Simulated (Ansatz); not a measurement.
Single-point calculation, with input and output: Ag$_{4}$O

System: Ag$_{4}$O (slab, 5 atoms in the cell).
Method: DFT PBEsol, scalar-relativistic, plane waves, PAW, no spin polarisation (Ansatz 0.2.0).

The structure derives from an entry of the Crystallography Open Database. It belongs to a series of runs on one base structure; here: O lifted by +0.30 A from its best place. Figures and captions count atoms from 1; the log counts them from 0 in places.

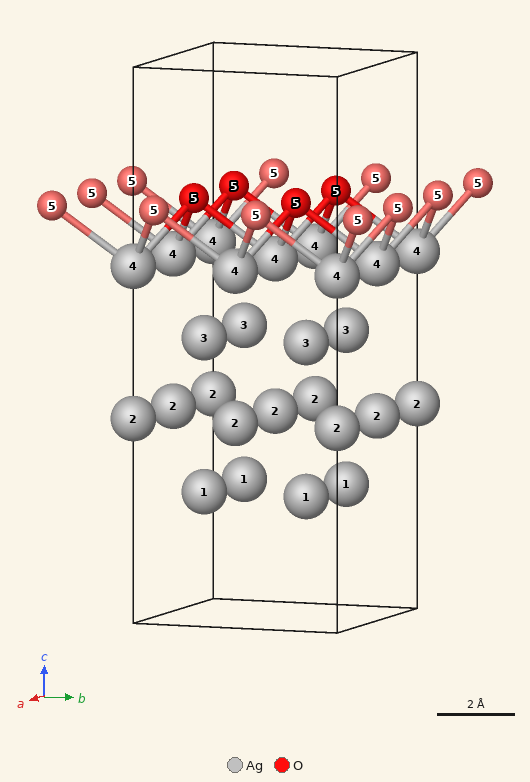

Fig. 1: The structure (ball-and-stick view of the 2 × 2 repeat of the cell, with the vacuum cut short, seen slightly off an axis; neighbours outside the cell are drawn fainter; atoms are numbered from 1 in the order of the input). An atom can appear more than once, as a periodic image.

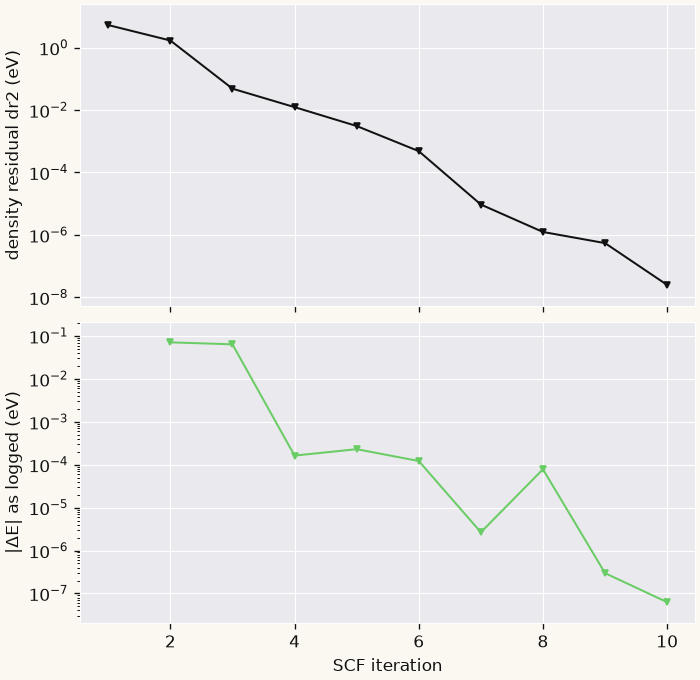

Fig. 2: Convergence of the self-consistent field: density residual dr2 and size of the energy change against the SCF iteration. The residual falls at every step.

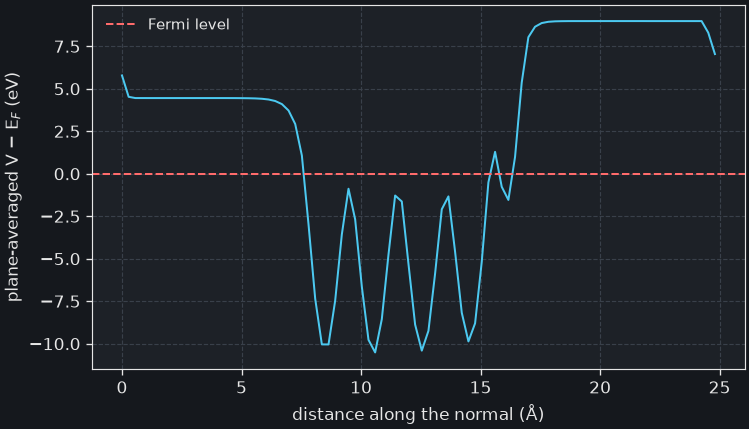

Fig. 3: Plane average of the electrostatic potential energy of an electron across the cell, from the Fermi level. The vacuum level lies 8.98 eV above the Fermi level on the upper side and 4.46 eV on the lower.

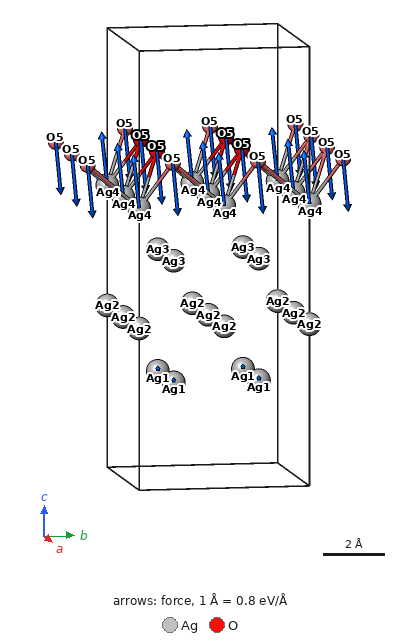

Fig. 4: Forces on the atoms as blue arrows (ball-and-stick view of the 2 × 2 repeat of the cell, with the vacuum cut short, seen slightly off an axis; neighbours outside the cell are drawn fainter; atoms are numbered from 1 in the order of the input); the smallest are left out. The largest act on Ag4 (1.44 eV/Å); O5 (1.43 eV/Å). The geometry is not a stationary point of this energy.

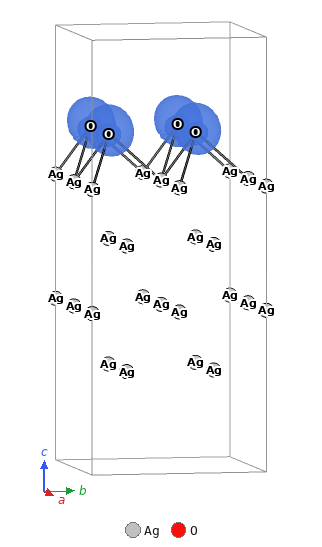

Fig. 5: Isosurface of the ELF at 0.75 (blue), seen at an oblique angle. Only the valence region is drawn (cores and ρ < 0.01 e/Å³ removed). Sticks mark near contacts. Along the contacts the grid gives the following. Ag–O (2.11 Å): the ELF peaks at about 0.80 in the valence shell of O, 0.6 Å from its nucleus, and drops to about 0.15 between the two atoms (a polar contact without a shared pair, in a metal). The fields are those of the smooth PAW valence density.

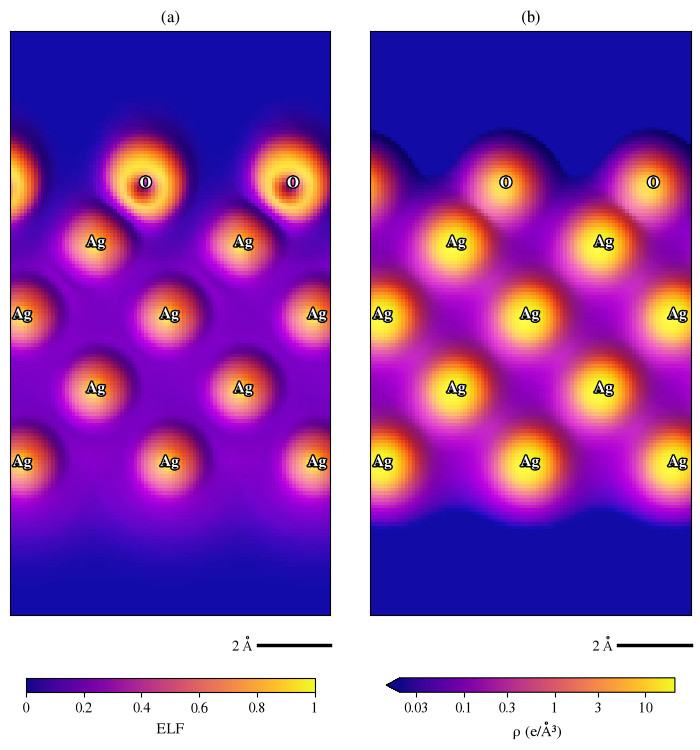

Fig. 6: (a) ELF; (b) valence electron density on the (11̄0) plane of the calculation cell, a cut from vacuum to vacuum. Ag–O (2.11 Å): the density is about 0.64 e/Å³ at the midpoint; the ELF peaks at about 0.80 in the valence shell of O, 0.6 Å from its nucleus, and drops to about 0.15 between the two atoms; a polar contact without a shared pair, in a metal. The density dies away to nearly zero in the vacuum. The strong features right at Ag lie inside the PAW spheres (semicore, d or f shells) and say nothing about bonding.

These pictures come from the run below.

**The input**
```yaml
crystal:
  lattice:
    - [2.8669036825, 0.0, 0.0]
    - [0.0, 2.8669036825, 0.0]
    - [0.0, 0.0, 25.0816211046]
  atoms:
    - { symbol: Ag, position: [0.5, 0.5, 0.3388935654] }
    - { symbol: Ag, position: [0.0, 0.0, 0.4197179677] }
    - { symbol: Ag, position: [0.5, 0.5, 0.500816276] }
    - { symbol: Ag, position: [0.0, 0.0, 0.5799214924] }
    - { symbol: O, position: [0.3333333333, 0.3333333333, 0.6446177509] }
basis:
  ecutwfc: 420
kpoints:
  mp_grid: { grid: [10, 10, 1] }
hamiltonian:
  xc: pbesol
scf:
  occupations: { method: gaussian, width: 0.1 }
output:
  forces: true
  stress: true
  eigenvalues: true
  write_density: true
  write_potential: true
  elf: true
  volumetric_format: npy
efield:
  axis: 3
  dipole_correction: true
  ramp_width: 0.04
```

Command:
```bash
ansatz run input.yaml --threads 2 --pin off --max-ram 5120MiB --backend cpu --events-out ev --progress --plain --runs-dir out
```

**Output**
```
Engine: ansatz 0.2.0, x86_64-unknown-linux-gnu
Pseudopotentials: kind: paw
Pseudopotential: Ag, paw, valence charge 19, recommended cutoff 420 eV (normal), Ag.paw.azcp
Pseudopotential: O, paw, valence charge 6, recommended cutoff 420 eV (normal), O.paw.azcp
Functional definition: PBEsol
  exchange = pbesol_x
  correlation = pbesol_c
Crystal: 5 atoms, lattice volume = 206.149 Å³
Basis set: ecut = 420 eV, 4047 PW (Γ), exchange–correlation on 40×40×360 points (8 copies of the dense FFT grid, shifted against one another)
Bands: 50, of which v1, the nominal top of the filled ones, is band 41 counted from 1 (40 counted from 0)
Symmetry: 2 space group operations
Space group: Cm (ITA 8), of the structure as read, at distance tolerance 5.9e-5 Å
k-points: 31 of 100 (time reversal used)
Non-local potential: Ag, projectors of the file, l = 0: 3, l = 1: 2, l = 2: 2, l = 3: 1
Non-local potential: O, projectors of the file, l = 0: 2, l = 1: 2, l = 2: 1
PAW form: soft (Blöchl's): semilocal exchange-correlation on the pseudo side does not see the compensation charge
PAW frozen core: Ag, regenerated for the run's functional, and the local potential with it (the file was generated under x = pbe(κ = 0.804, μ = 0.2195149727645171), c = pbe(β = 0.06672455060314922))
PAW frozen core: O, regenerated for the run's functional, and the local potential with it (the file was generated under x = pbe(κ = 0.804, μ = 0.2195149727645171), c = pbe(β = 0.06672455060314922))
PAW one-centre angular grid: Ag, 590 points (default); XC on 64 Gauss nodes
PAW one-centre angular grid: O, 110 points (default); XC on 64 Gauss nodes
Initial density: superposition of atomic densities (neutral atoms: chi_scale 0, normalization atom), corrected by the library's trained network
Initial wavefunctions: pseudopotential atomic-orbital guess
Functional: x = pbesol(κ = 0.804, μ = 0.12345679012345678), c = pbesol(β = 0.046)
SCF iter   1: F=—  HF=-30644.787234 eV  |F-HF|=—  |Δ(HF+E_count)|=         —  Δρ=2.09e-2  dr2=5.28e0  ethr=1.77e-3  p=-0.225 e·Å  D=-1.97e-1 V/Å  ΔV_dip=4.95 eV  dr2_dipole=2.24e0  V_vac-E_F(+/−)=8.81/3.85 eV  ⟨swp⟩=10.6  Hψ=7504  notcnv=0  defer=35
efield: sawtooth ramp at fractional position 0.9718 (placed from the atoms, in the widest stretch of the axis that holds none; the zero of the levels goes with the place), width 0.0400; the density the first Hamiltonian is built on has a dipole p = -0.225 e·Å; the dipole correction subtracts the counter field D = -1.97e-1 V/Å, which shifts the + side's vacuum level by +4.95 eV against the − side's; the planar-averaged density in the ramp window peaks in size at 4.9e-6 e/Å³
preconditioner: auto → LDOS  [metal: Δε(μ)=0.014 eV  Ē_g=9.651 eV  σ=0.100 eV  W_gap=0.08  n_scr=46 (ndim 8)  ℏωp=18.3 eV  f_vac=0.590  D(μ)=3.85/eV (n_scr^D=14)  β→1.0]
SCF iter   2: F=—  HF=-30644.716125 eV  |F-HF|=—  |Δ(HF+E_count)|=   7.11e-2  Δρ=1.31e-2  dr2=1.69e0  ethr=1.77e-3  p=-0.205 e·Å  D=-1.80e-1 V/Å  ΔV_dip=4.52 eV  dr2_dipole=5.34e-1  V_vac-E_F(+/−)=8.89/4.38 eV  ⟨swp⟩=3.1  Hψ=2661  notcnv=0  defer=98
SCF iter   3: F=—  HF=-30644.652219 eV  |F-HF|=—  |Δ(HF+E_count)|=   6.39e-2  Δρ=2.76e-3  dr2=4.84e-2  ethr=1.77e-3  p=-0.205 e·Å  D=-1.80e-1 V/Å  ΔV_dip=4.51 eV  dr2_dipole=8.54e-3  V_vac-E_F(+/−)=8.92/4.41 eV  ⟨swp⟩=2.0  Hψ=1637  notcnv=0  defer=95
SCF iter   4: F=—  HF=-30644.652057 eV  |F-HF|=—  |Δ(HF+E_count)|=   1.63e-4  Δρ=1.72e-3  dr2=1.24e-2  ethr=5.90e-5  p=-0.206 e·Å  D=-1.81e-1 V/Å  ΔV_dip=4.54 eV  dr2_dipole=7.67e-4  V_vac-E_F(+/−)=8.95/4.41 eV  ⟨swp⟩=2.0  Hψ=2293  notcnv=0  defer=94
SCF iter   5: F=—  HF=-30644.651827 eV  |F-HF|=—  |Δ(HF+E_count)|=   2.30e-4  Δρ=8.19e-4  dr2=3.08e-3  ethr=1.52e-5  p=-0.205 e·Å  D=-1.80e-1 V/Å  ΔV_dip=4.52 eV  dr2_dipole=5.43e-4  V_vac-E_F(+/−)=8.97/4.45 eV  ⟨swp⟩=2.0  Hψ=1896  notcnv=0  defer=94
SCF iter   6: F=—  HF=-30644.651705 eV  |F-HF|=—  |Δ(HF+E_count)|=   1.22e-4  Δρ=2.63e-4  dr2=4.82e-4  ethr=3.75e-6  p=-0.206 e·Å  D=-1.80e-1 V/Å  ΔV_dip=4.53 eV  dr2_dipole=1.17e-4  V_vac-E_F(+/−)=8.98/4.45 eV  ⟨swp⟩=2.2  Hψ=1944  notcnv=0  defer=94
SCF iter   7: F=—  HF=-30644.651708 eV  |F-HF|=—  |Δ(HF+E_count)|=   2.66e-6  Δρ=5.62e-5  dr2=9.39e-6  ethr=5.88e-7  p=-0.206 e·Å  D=-1.81e-1 V/Å  ΔV_dip=4.53 eV  dr2_dipole=1.57e-6  V_vac-E_F(+/−)=8.98/4.46 eV  ⟨swp⟩=1.5  Hψ=1783  notcnv=0  defer=94
SCF iter   8: F=—  HF=-30644.651630 eV  |F-HF|=—  |Δ(HF+E_count)|=   7.83e-5  Δρ=2.25e-5  dr2=1.24e-6  ethr=1.15e-8  p=-0.206 e·Å  D=-1.81e-1 V/Å  ΔV_dip=4.53 eV  dr2_dipole=2.61e-7  V_vac-E_F(+/−)=8.98/4.46 eV  ⟨swp⟩=2.8  Hψ=2930  notcnv=0  defer=95
SCF iter   9: F=—  HF=-30644.651630 eV  |F-HF|=—  |Δ(HF+E_count)|=   2.97e-7  Δρ=7.94e-6  dr2=5.45e-7  ethr=1.51e-9  p=-0.206 e·Å  D=-1.81e-1 V/Å  ΔV_dip=4.53 eV  dr2_dipole=9.78e-8  V_vac-E_F(+/−)=8.98/4.46 eV  ⟨swp⟩=2.4  Hψ=2430  notcnv=0  defer=96
SCF iter  10: F=-30644.651630 eV  HF=-30644.651630 eV  |F-HF|=2.17e-9  |Δ(HF+E_count)|=   6.24e-8  Δρ=2.65e-6  dr2=2.49e-8  ethr=1.22e-10  p=-0.206 e·Å  D=-1.81e-1 V/Å  ΔV_dip=4.53 eV  dr2_dipole=4.15e-9  V_vac-E_F(+/−)=8.98/4.46 eV  ⟨swp⟩=20.3  Hψ=13259  notcnv=0
SCF 1 converged in 10 iterations: F = -30644.651630 eV  dr2 = 2.49e-8
  greatest PAW one-centre occupation: 1.001 electrons in one spin orbital (limit 2), on the Ag atom at site 2 (counted from 0), in its partial waves of l = 0
WARN: The output density's exchange-correlation potential varies sharply where the density is thin. Do not read a vacuum level from v_tot or v_xc, or from such a field of the output density. On a cell that repeats whose density bears no net charge and no dipole along the vacuum's axis use v_es (v_loc + v_h of the components); under efield.dipole_correction with no amplitude use v_es + v_field, which holds any external_charges[].barrier, or the levels of the report's work_function block, which leave it out; under a non-zero efield.amplitude the vacuum is tilted and has no level; on a cell that repeats and bears such a dipole with no correction it is tilted too, and efield.dipole_correction with no amplitude gives each side of its ramp a level where efield: is served; in a cell that repeats whose density bears a net charge (total_charge, or a fill off its count) it is curved and has none; of a slab under crystal.periodic whose density bears no net charge use v_es, which has a level on each side, short of where the two are joined; of another it falls or rises all the way out and has none; of a slab beside external_charges read slab_vacuum_level instead, which it has where they leave it neutral. The grid or the basis barely resolves most such structure, and the values can differ between equally converged runs; as a rule a tighter scf.convergence.dr2_threshold does not remove it. Where the density itself ripples (under the LDA too) a higher basis.ecutwfc lessens it. The files hold the spikes' plane waves up to the density's cutoff. Files: v_tot_of_output_density and the like, and their columns of v_z.tsv (output.write_potential); v_xc_of_output_density and the like, and their columns of v_comp_z.tsv (output.write_potential_components). Measured: with its Gaussian average of σ = 0.25 Å subtracted twice, the exchange-correlation potential is over 0.1 eV at 3 of the grid points where the equally averaged density (valence and model cores) is under 1e-3 e/Å³, and 0.101 eV at the most among them, at an averaged density of 5.8e-7 e/Å³. The input density's (outcome.potential() and, of a run that writes arrays, v_tot and v_xc) is over 0.1 eV, so measured, at 9 points of its own thin density, 0.200 eV at the most. See output.write_potential in the manual, Limitations
SCF converged after 10 iterations
Free energy (F): -30644.651630 eV
Harris-Foulkes:  -30644.651630 eV  (|F-HF|=2.17e-9)
Internal energy: -30644.627905 eV  (E = F + TS)
E sigma→0 (E₀):  -30644.639767 eV
Entropy (-TS):   -0.023725 eV (-4.745 meV/atom)
Fermi energy:    1.452459 eV
Dipole field:    D = -0.180608 V/Å  (p = -0.205758 e·Å, saw-weighted, corrected)
Work function:   Φ+ = 8.9849 eV   Φ− = 4.4550 eV
Levels:          The Fermi level and band energies are counted from a zero that moves with the ramp; work functions are not
--- Per-component energies (eV) ---
  E_band       = -2145.534928
  E_kinetic    = 2273.743357
  E_local      = -141407.334581  (includes V_loc(G=0)·N_el)
  E_nonlocal   = 380.111679
  E_hartree    = 69658.838521
  E_xc         = -802.697586
  E_vxc        = -1024.329486  (∫ρ·V_xc dr)
  E_paw        = -15488.951690  (= ΣΔE_a)
  E_vpaw       = -1678.609031  (= ΣTr[D̂ρ^β])
  E_aug_tail   = 0.003375  (compensation charges beyond the density's cutoff)
  E_efield     = 0.018581  (sawtooth field / dipole correction)
  E_vefield    = -6.796800  (∫n·V_field dr)
  E_ewald      = 54740.314194
  E_core_change = 1.326244  (= ΣΔE_core)
  E_smearing   = -0.023725  (= −TS)
  E_closure    = 0.000000  (closes the sum)
  Σ components = -30644.651630   (vs F -30644.651630, Δ=0.00e0)
--- Forces (eV/Å), atoms counted from 1 ---
  atom   1  Ag    -0.00049665    -0.00049665     0.14022365
  atom   2  Ag    -0.00099597    -0.00099597    -0.08494644
  atom   3  Ag     0.01415880     0.01415880    -0.06347324
  atom   4  Ag    -0.13117316    -0.13117316     1.43214775
  atom   5  O      0.11850003     0.11850003    -1.42398602
  max |Σ_I F_I| component: 3.43e-5 eV/Å
--- Stress (GPa, compression-positive) ---
       -1.619720       0.392547       0.133046
        0.392547      -1.619720       0.133046
        0.133046       0.133046      -2.091553
  P = ⅓ Tr σ = -1.7770 GPa (-17.770 kbar)
--- Band table (eV; the first three rows and the last of 31) ---
  k-point 0: bands = ["-90.3711", "-90.2269", "-90.0645", "-89.6910", "-53.8880", "-53.8293", "-53.8290", "-53.7254", "-53.6787", "-53.6781", "-53.5571", "-53.5313", "-53.5309", "-53.2439", "-53.1105", "-53.1104", "-14.8230", "-5.8473", "-4.7966", "-4.6235", "-4.4022", "-4.0857", "-4.0232", "-3.5463", "-3.1465", "-3.0150", "-2.9951", "-2.4701", "-2.3354", "-2.3320", "-2.0776", "-2.0310", "-1.8333", "-1.6687", "-1.5890", "-1.4079", "-1.3503", "-1.0607", "-0.9850", "-0.7887", "0.6814", "1.5459", "1.6982", "2.3853", "5.8742", "6.8916", "7.5183", "9.4950", "10.2585", "11.4815"]
  k-point 1: bands = ["-90.3704", "-90.2263", "-90.0639", "-89.6904", "-53.8866", "-53.8395", "-53.8282", "-53.7245", "-53.6873", "-53.6778", "-53.5564", "-53.5399", "-53.5305", "-53.2447", "-53.1178", "-53.1098", "-14.7862", "-5.6526", "-4.6880", "-4.5096", "-4.2863", "-4.0263", "-3.8832", "-3.4730", "-3.1143", "-3.0111", "-2.9744", "-2.5885", "-2.4656", "-2.3515", "-2.1076", "-2.0296", "-1.9353", "-1.7406", "-1.5952", "-1.4894", "-1.4473", "-1.2101", "-1.0108", "-0.5075", "0.8885", "1.3948", "1.6801", "2.7619", "6.0554", "7.1164", "7.7394", "9.6706", "10.4157", "11.5239"]
  k-point 2: bands = ["-90.3687", "-90.2247", "-90.0623", "-89.6888", "-53.8833", "-53.8656", "-53.8256", "-53.7237", "-53.7094", "-53.6762", "-53.5630", "-53.5547", "-53.5289", "-53.2477", "-53.1359", "-53.1081", "-14.6878", "-5.1559", "-4.5316", "-4.1998", "-4.1014", "-3.9209", "-3.4692", "-3.1132", "-3.0954", "-2.9161", "-2.8790", "-2.7267", "-2.6500", "-2.5275", "-2.2804", "-2.1402", "-2.0245", "-1.9822", "-1.6841", "-1.5793", "-1.4221", "-1.2513", "-1.0638", "-0.1821", "0.9394", "1.4545", "1.7772", "3.6863", "6.5891", "7.6709", "8.3712", "8.9700", "10.2127", "10.7031"]
  k-point 30: bands = ["-90.3578", "-90.2142", "-90.0517", "-89.6783", "-53.9187", "-53.9184", "-53.8538", "-53.7638", "-53.7628", "-53.7154", "-53.6161", "-53.6158", "-53.5469", "-53.2776", "-53.1950", "-53.1489", "-14.0741", "-4.7093", "-4.6477", "-4.5137", "-4.5122", "-4.0182", "-3.7483", "-3.6985", "-3.6911", "-2.6732", "-2.6283", "-1.9258", "-1.8435", "-1.6769", "-1.6635", "-1.4479", "-1.2842", "-1.1664", "-1.0137", "-0.8970", "-0.4558", "0.3507", "0.5467", "1.3707", "4.2352", "4.2755", "6.5469", "6.5591", "8.5514", "8.6621", "8.8549", "8.9580", "9.1570", "9.6212"]
```

**Results in brief**

| quantity | value |
| --- | --- |
| outcome | converged |
| electrons treated | 82 |
| free energy | −30644.6516 eV |
| work function, top face | 8.98 eV |
| work function, bottom face | 4.46 eV |
| Fermi energy | 1.452 eV |
| gap on the k-point mesh | none (metallic) |
| work function (upper face) | 8.98 eV |
| largest force (length of the vector) | 1.444 eV/Å |
| hardware | 2 threads of Intel Xeon (Granite Rapids), 32 GiB of memory available, shared host |
| wall time | 8.5 s (CPU time 17 s) |
| peak memory | 0.58 GiB |

**Remarks**

Warnings of the run: the exchange-correlation potential is rough where the density is thin.
